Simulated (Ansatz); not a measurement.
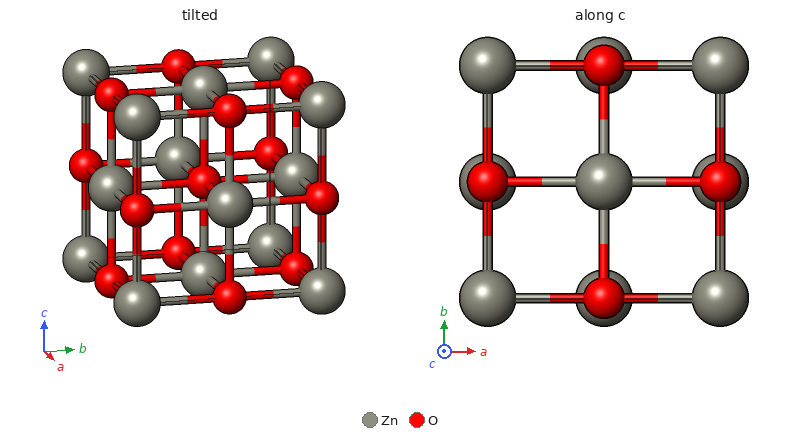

The figure gives a ball-and-stick picture of the atoms, viewed slightly off an axis and along the c axis. The parallelepiped is the conventional unit cell. Cell: a = 4.33 Å, b = 4.33 Å, c = 4.33 Å, α = 90.00°, β = 90.00°, γ = 90.00°.

Provenance: a structure type filled with these elements by a generator (whether the compound takes this form wasn't checked). Earlier steps of the study may have refined or changed the cell and positions. It was run through Ansatz as a DFT input.

> Summary of the structure:

The structure is one of ZnO. It is face-centred cubic, space group Fm-3m (No. 225). Its structure type: rock salt (NaCl type). The cell holds 8 atoms (4 Zn, 4 O), Z = 4. Zn is linked to six O in an octahedral arrangement at about 2.2 Å. The coordination shell of O holds six Zn in an octahedral arrangement at about 2.2 Å. The bonds build a three-dimensional framework.

Setup: Ansatz 0.2.0, DFT PBE, scalar-relativistic, plane waves, PAW; E_cut = 420 eV, k-points about 0.21 Å⁻¹ apart, Gaussian smearing of 0.02 eV, no spin polarisation.

> Classify it as metallic or gapped, with the value.

A semiconductor at this level, with a gap of 0.75 eV, indirect.

> List the Bader charges.

Zn +1.26 e; O -1.26 e.

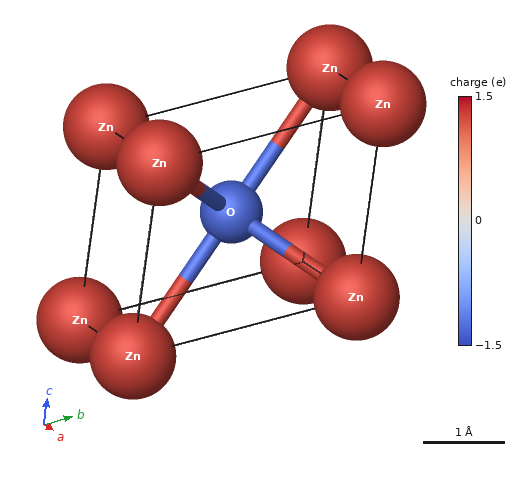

The atoms coloured by those charges. The run's cell of 2 atoms is drawn, so axes and origin can differ from the first picture.

> Can this geometry be taken as optimised?

Yes. All forces vanish to within 0.01 eV/Å. The pressure is 0.0 GPa, close to zero.
